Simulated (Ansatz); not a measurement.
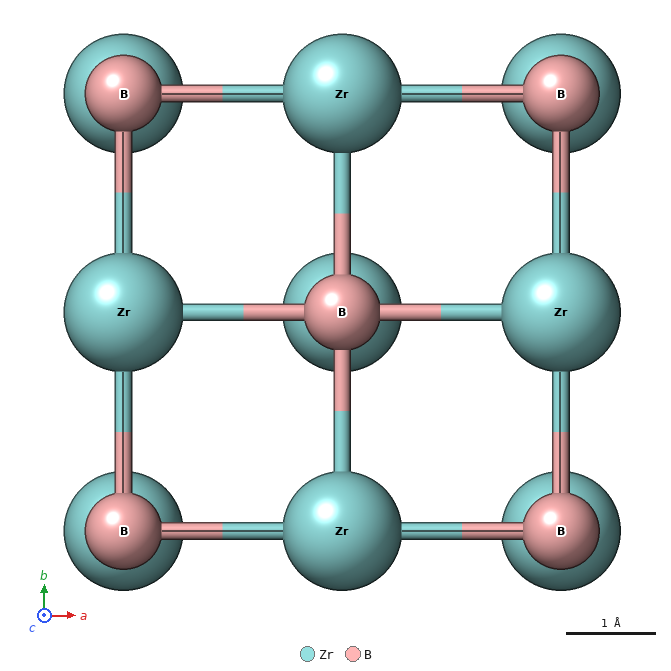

We look at a ball-and-stick model of the crystal along the c axis. Atoms at the boundary of the conventional unit cell (the box) are drawn once for each face, edge or corner they touch.

Cell dimensions are a = 4.916 Å, b = 4.916 Å, c = 4.916 Å, α = 90.00°, β = 90.00°, γ = 90.00°.

Treated as bonds: B–Zr up to 3.10 Å (cut-off distances).

The composition is ZrB.

**Lattice type?**

Face-centred cubic.

**Give the coordination environment of Zr.**

Six B in an octahedral arrangement at about 2.5 Å. Not all metal-metal contacts are counted.

**In how many dimensions do the bonds extend?**

The bonds build a three-dimensional framework.

Provenance: a structure type known for this compound. The cell was then strained or its atoms displaced on purpose. It went into a calculation with Ansatz.
